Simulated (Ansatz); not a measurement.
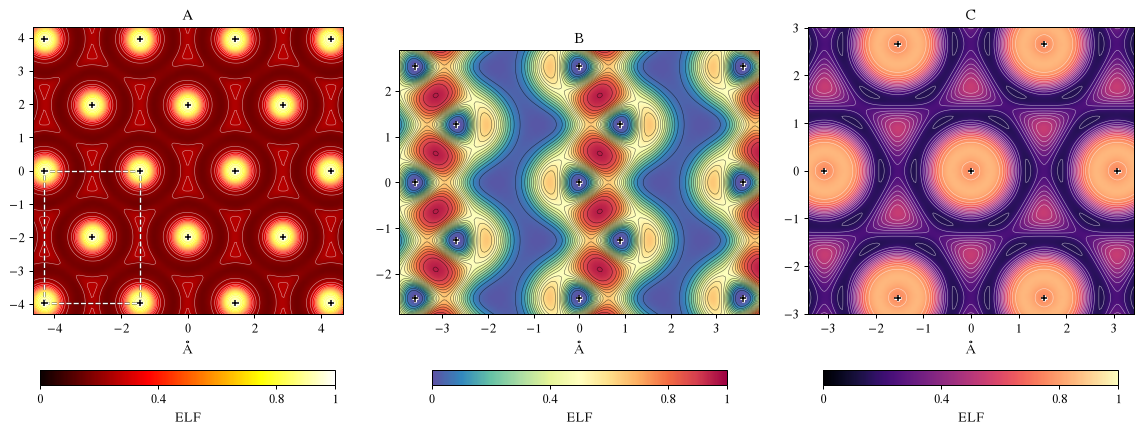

The electron localisation function of 3 systems, each on a plane through atoms (crosses mark nuclei in the plane).

These are results of Kohn-Sham DFT of a periodic cell, HSE06, Ansatz PAW in Ansatz 0.2.0, not measurements.

System 1: Hf, the (111) plane of the conventional cell. Space group Fm-3m; computed pressure about 13 GPa in this cell.

```cif
data_structure
_symmetry_space_group_name_H-M 'P 1'
_symmetry_Int_Tables_number 1
_cell_length_a 4.3494
_cell_length_b 4.3494
_cell_length_c 4.3494
_cell_angle_alpha 90.000
_cell_angle_beta 90.000
_cell_angle_gamma 90.000
_cell_volume 82.28
loop_
_atom_site_label
_atom_site_type_symbol
_atom_site_fract_x
_atom_site_fract_y
_atom_site_fract_z
_atom_site_occupancy
Hf1 Hf 0.00000 0.00000 0.00000 1
Hf2 Hf 0.50000 0.50000 0.00000 1
Hf3 Hf 0.50000 0.00000 0.50000 1
Hf4 Hf 0.00000 0.50000 0.50000 1
```

System 2: Cu, the (101̄) plane of the conventional cell. Space group I4/mmm; a structure from a database of computed crystals, not necessarily the ambient phase; computed pressure about 11 GPa in this cell.

```yaml
crystal:
  lattice:
    - [2.86622, 0.00000, 0.00000]
    - [0.00000, 2.86622, 0.00000]
    - [0.00000, 0.00000, 2.73369]
  atoms:
    - { symbol: Cu, position: [0.00000, 0.00000, 0.00000] }
    - { symbol: Cu, position: [0.50000, 0.50000, 0.50000] }
```

System 3: C, the (011) plane of the conventional cell. Space group Fd-3m; computed pressure about −17 GPa in this cell.

**Which map belongs to which system?**

Panel A is system 2, Cu: the plane holds Cu. Cu–Cu (2.44 Å): the ELF is about 0.20 at the midpoint: no localised pair shows between them. Panel B is system 3, C: the plane holds C. C–C (1.55 Å): the ELF peaks at about 0.95 between the atoms, as expected for a covalent bond. Panel C is system 1, Hf: the plane holds Hf. Hf–Hf (3.08 Å): the ELF is about 0.25 at the midpoint; no shared electron pair shows on this line.
